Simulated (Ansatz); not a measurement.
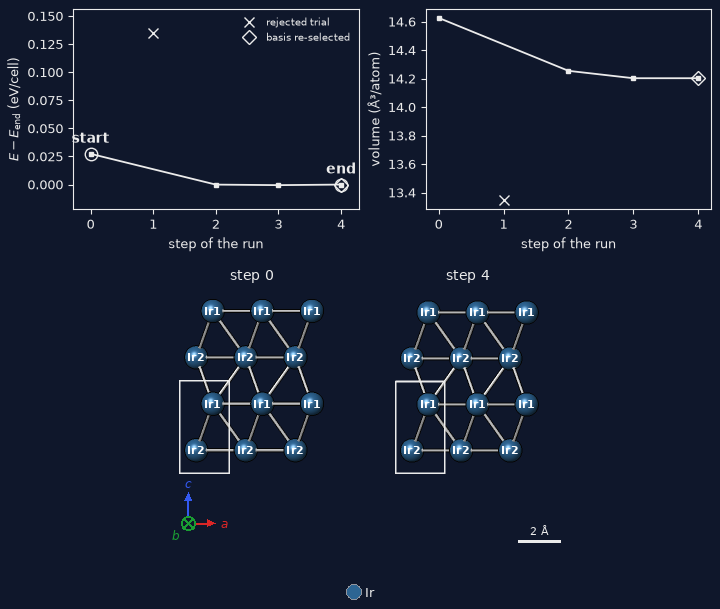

First and last geometry of a relaxation of crystalline Ir (set up in P6_3/mmc) (coarse preliminary run), with the history of the run. Style: ball-and-stick. Shown: the cell of the calculation, repeated 3 × 1 × 2 with one cell outlined, along the b axis.

Level of theory: DFT PBE+D3(BJ), scalar-relativistic, plane waves, PAW (Ansatz). Set-up: plane-wave cutoff 420 eV; k-point mesh 9 × 9 × 4; occupations gaussian; smearing width 0.1 eV; no spin polarisation; cell and atoms relaxed; force threshold 0.05 eV/Å; at most 80 steps.

### Read the history and describe the run.

It converged. Over 2 accepted moves (4 points after the start) the energy falls by 27.4 meV per cell of the calculation. All forces vanish by symmetry, so only the cell relaxes. Pressure: −10.10 GPa at the start and 0.05 GPa at the end. The line search rejected the trial step at point 1 of the run. The SCF was repeated once at an unchanged geometry on a basis and grid sized afresh for the cell, which shifted the energy by 0.5 meV per cell of the calculation at most. No atom moves by more than 0.005 Å relative to the cell. The volume changes by −2.9 %, with a = b 2.751 → 2.724 Å (−1.0 %), c 4.462 → 4.420 Å (−0.9 %). Near-neighbour distances that change, for instance: Ir1–Ir1 2.751 → 2.724 Å, Ir1–Ir2 2.739 → 2.713 Å. The space group stays P6_3/mmc (No. 194). The run took roughly 5 core-seconds on a shared host.
